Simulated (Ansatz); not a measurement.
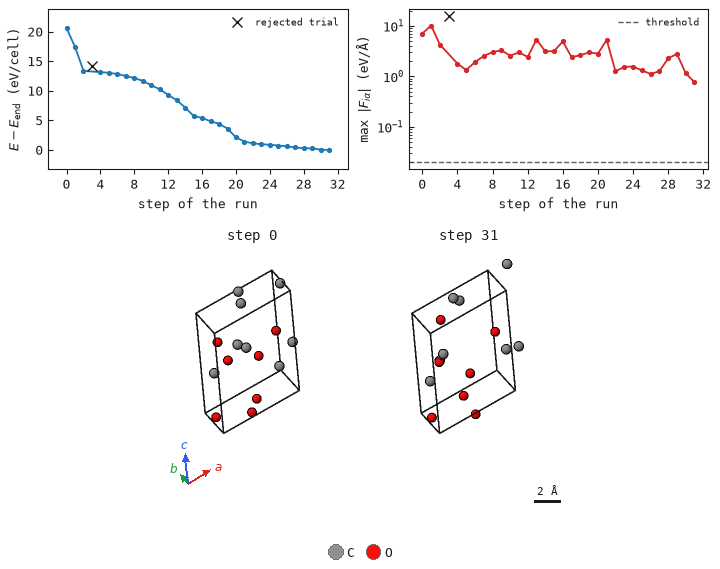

First and last geometry of a relaxation of a defect cell of composition C$_{8}$O$_{7}$ (cell charge +2) (started half-way along a vacancy jump, in the symmetry of that start), with the history of the run. The picture is a ball-and-stick view of the cell of the calculation, reduced to other axes, seen slightly off an axis. Lengths and directions refer to the drawn axes.

Theory: DFT PBEsol, scalar-relativistic, plane waves, PAW (Ansatz). Settings: plane-wave cutoff 420 eV; k-point mesh 4 × 4 × 4; occupations gaussian; smearing width 0.05 eV; no spin polarisation; atoms relaxed in a fixed cell; force threshold 0.02 eV/Å; at most 60 steps.

Did the run converge, and what did it change?

Answer. The run was cut off at its time limit before the relaxation converged, so the last structure is only a point on the way. After 30 accepted moves (31 points after the start) the energy has fallen by 20.602 eV per cell of the calculation. Largest force component: 7.1 eV/Å at the start, 0.77 eV/Å at the end. The line search rejected the trial step at point 3 of the run. The atom that moves furthest is a C atom (2.25 Å along [2 1 1]). Largest moves by element: C 2.25 Å, O 1.90 Å. The lattice vectors keep their values. Among the contacts that change: C–C 3.945 → 1.383 Å, C–C 3.945 → 1.480 Å, C–C 3.945 → 1.563 Å, C–O 1.904 → 1.149 Å. New bonds form: C–C (3.95 → 1.38 Å), C–C (3.95 → 1.48 Å), C–C (3.95 → 1.56 Å), C–O (1.90 → 1.15 Å). The run took 17 min on 4 threads of Arm Neoverse V1, on a shared host, peak memory 1.1 GiB.

Limits of the set-up: the periodic images lie only 8.4 Å apart, so the values are limited by the cell's size; the cell is charged, on a uniform background, and energies carry no finite-size correction.
